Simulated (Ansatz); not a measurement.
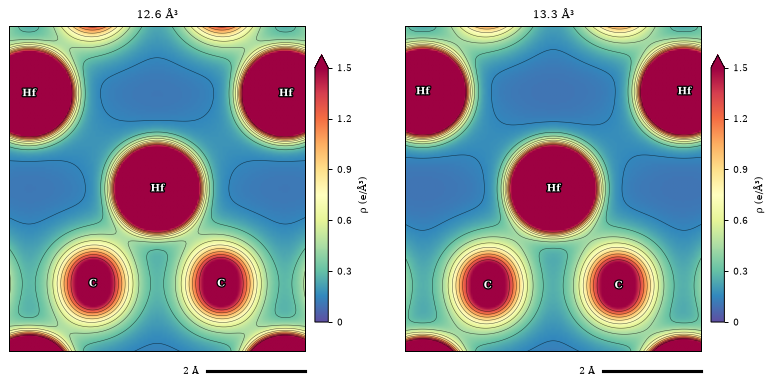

HfC. The valence pseudo-density of cells scaled evenly to different volumes (given per atom above each panel), on the (110) plane of each (indices in the axes of the cell below), at one length scale and on one colour scale.

A structure from a database of computed crystals, not necessarily the ambient phase.

Theory: Kohn-Sham DFT of a periodic cell, LDA, Ansatz PAW (Ansatz 0.2.0).

Core electrons are frozen (PAW), and the valence fields are smoothed inside the atomic spheres.

The largest cell:

```
Hf C
1.0
     3.40843    0.00000    0.00000
    -1.70421    2.95179    0.00000
     0.00000    0.00000    5.30475
Hf C
2 2
Direct
  0.33333 0.66667 0.25000
  0.66667 0.33333 0.75000
  0.00000 0.00000 0.50000
  0.00000 0.00000 0.00000
```

| volume (Å³/atom) | Hf–C contact in the plane (Å) | ρ at its midpoint (e/Å³) | pressure (GPa) | 
| --- | --- | --- | --- |
| 12.59 | 2.327 | 0.483 | −12.6 | 
| 13.09 | 2.358 | ? | ? | 
| 13.34 | 2.373 | 0.440 | −23.3 | 

### Estimate the missing row, and compare with the calculation.

Over the known rows ln ρ falls by 2.03 per Å of Hf–C distance (the line through the two), which gives 0.454 e/Å³ at 2.358 Å; the calculation gives 0.453 e/Å³. For the pressure, a straight line in volume between the neighbouring rows gives −19.7 GPa; the calculation gives −20.1, lower because pressure rises ever faster on compression.
